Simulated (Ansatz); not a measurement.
KI

```xyz
4
Lattice="3.5020 -3.5020 0.0000 3.5020 3.5020 0.0000 0.0000 0.0000 6.8219" Properties=species:S:1:pos:R:3 pbc="T T T"
K     3.5020    0.0000    3.3122
K     0.0000    0.0000    6.7231
I     3.5020    0.0000    0.0304
I     0.0000    0.0000    3.4414
```

Space group I4mm; changed on purpose from its base cell (mode 6 frozen in at -0.099 Å, equal normal strain along x and y +0.0267).

Computed with Ansatz 0.2.0, DFT LDA, scalar-relativistic, plane waves, PAW.

Core electrons are frozen (PAW), and the valence fields are smoothed inside the atomic spheres.

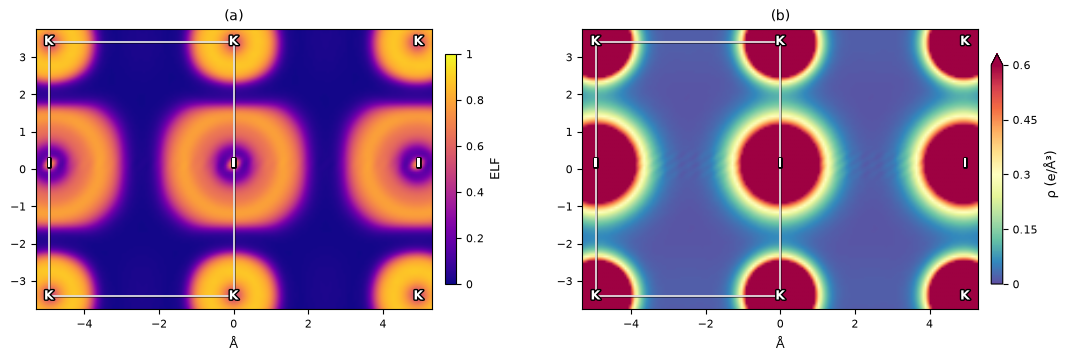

Figure 1. (a) ELF; (b) valence pseudo-density on the (100) plane of the conventional cell.

Question: What does the map show?

Answer: The section cuts through K and I sites. K–I (3.28 Å): ρ is about 0.13 e/Å³ halfway, with its minimum of 0.11 e/Å³ about 1.4 Å from K; the ELF peaks at about 0.75 in the valence shell of I, 1.3 Å from its nucleus, and drops to about 0.05 between the two atoms: an ionic contact with no shared pair. Between the atoms the lowest density in this plane is 0.007 e/Å³. The features right at K lie inside the PAW spheres, where the map follows smoothed inner orbitals and isn't to be read closely.

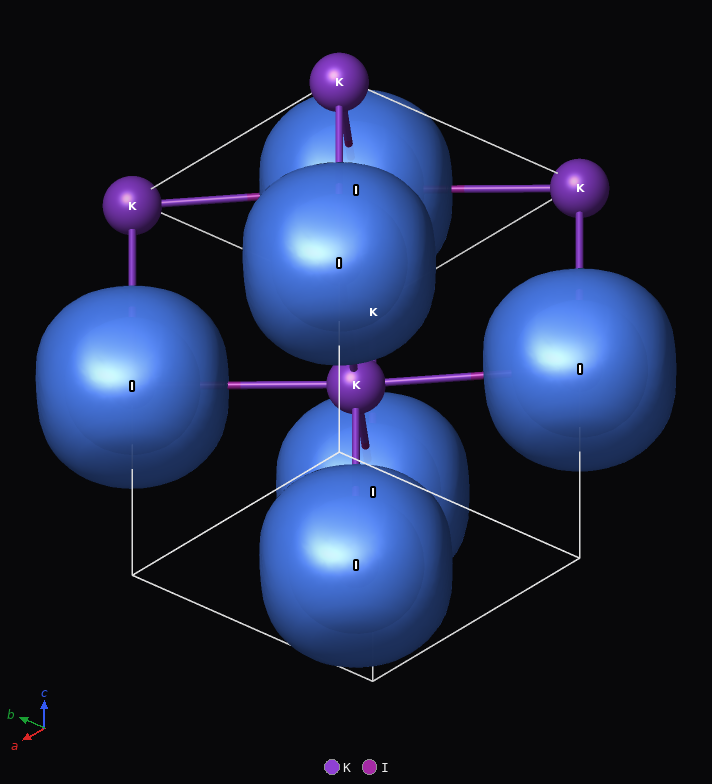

Figure 2. Isosurface of the ELF at 0.7 (blue), seen at an oblique angle. Core shells and regions of very low density are left out. Sticks mark near contacts.

Question: Describe the localisation domains.

Answer: At this value the surface marks out two regions wrapped around I (the valence shell of each), counted in one cell of 4 atoms. Regions shared between cells count once. Along the contacts the grid gives the following. K–I (3.50 Å): the ELF peaks at about 0.80 in the valence shell of I, 1.3 Å from its nucleus, and drops to about 0.05 between the two atoms (an ionic contact with no shared pair).

Question: Metal or insulator at this level of theory?

Answer: It is gapped, with a Kohn–Sham gap of 3.7 eV on the k-point mesh, an upper bound to the gap of this method.
